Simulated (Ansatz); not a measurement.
Crystal: GaN, the end point of a relaxation with DFT PBEsol, scalar-relativistic, plane waves, PAW in Ansatz 0.2.0.

```cif
data_structure
_symmetry_space_group_name_H-M 'P6_3mc'
_symmetry_Int_Tables_number 186
_cell_length_a 3.1826
_cell_length_b 3.1826
_cell_length_c 5.1854
_cell_angle_alpha 90.000
_cell_angle_beta 90.000
_cell_angle_gamma 120.000
_cell_volume 45.49
loop_
_atom_site_label
_atom_site_type_symbol
_atom_site_symmetry_multiplicity
_atom_site_Wyckoff_symbol
_atom_site_fract_x
_atom_site_fract_y
_atom_site_fract_z
_atom_site_occupancy
Ga1 Ga 2 b 0.33333 0.66667 0.99919 1
N1 N 2 b 0.33333 0.66667 0.37581 1
```

What does its first Brillouin zone look like, and which path through it is standard?

It has a primitive hexagonal lattice (hP; extended symbol hP2). The zone is a hexagonal prism in its combinatorial type: 8 faces (6 with 4 edges, 2 with 6 edges), 18 edges, 12 vertices. Path: Γ–M–K–Γ–A–L–H–A | L–M | H–K.

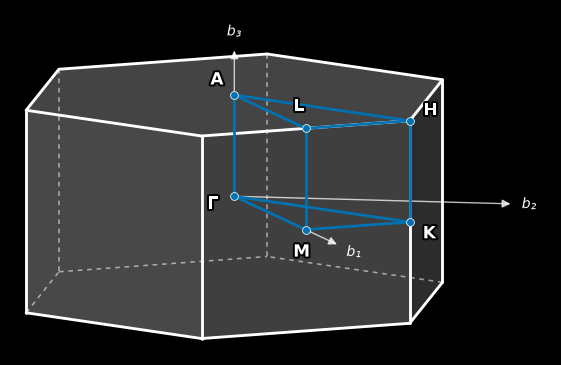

Labels and path follow the convention of Hinuma et al. (2017), as computed by seekpath; the arrows show the directions of the reciprocal primitive vectors b₁, b₂, b₃, in which coordinates are given; lengths include the factor 2π.

| point | k₁ | k₂ | k₃ | length of k (1/Å) |
| --- | --- | --- | --- | --- |
| Γ | 0 | 0 | 0 | 0.000 |
| A | 0 | 0 | 1/2 | 0.606 |
| K | 1/3 | 1/3 | 0 | 1.316 |
| H | 1/3 | 1/3 | 1/2 | 1.449 |
| M | 1/2 | 0 | 0 | 1.140 |
| L | 1/2 | 0 | 1/2 | 1.291 |
